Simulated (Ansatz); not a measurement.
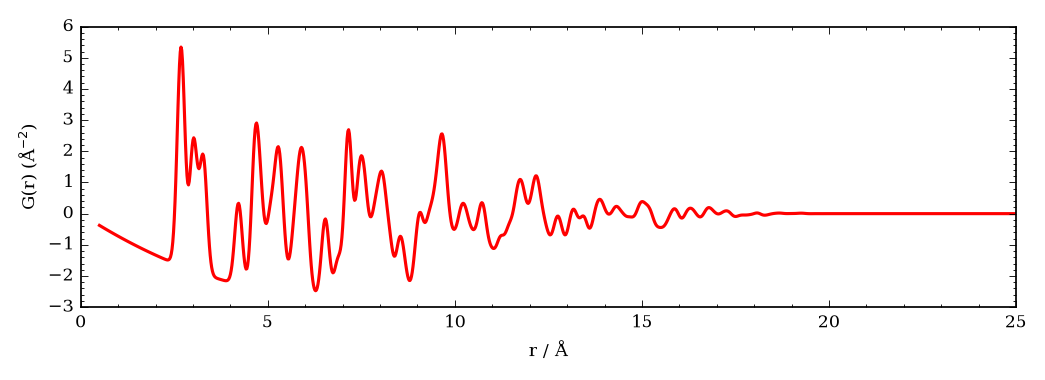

The curve is a calculated X-ray PDF: distances of the static structure, each pair weighted by the product of the atomic numbers (X-ray weights at Q = 0), broadened by Gaussians with σ = 0.10 Å, for spherical particles of Mo with the bulk structure: the bulk G(r) is multiplied by the envelope of a sphere of diameter D, 1 − 3r/2D + r³/2D³, with no surface relaxation. The number density is 0.0622 atoms per Å³. It is based on the input geometry of an electronic-structure calculation (not necessarily at equilibrium); the starting structure was generated, so it need not be a known form of this composition.

> How large are the particles?

About 20 Å (2.0 nm): the signal vanishes at r = D, fading from view somewhat earlier.

> Roughly how many atoms does one particle hold?

About 260 (number density 0.0622 Å⁻³ times πD³/6).
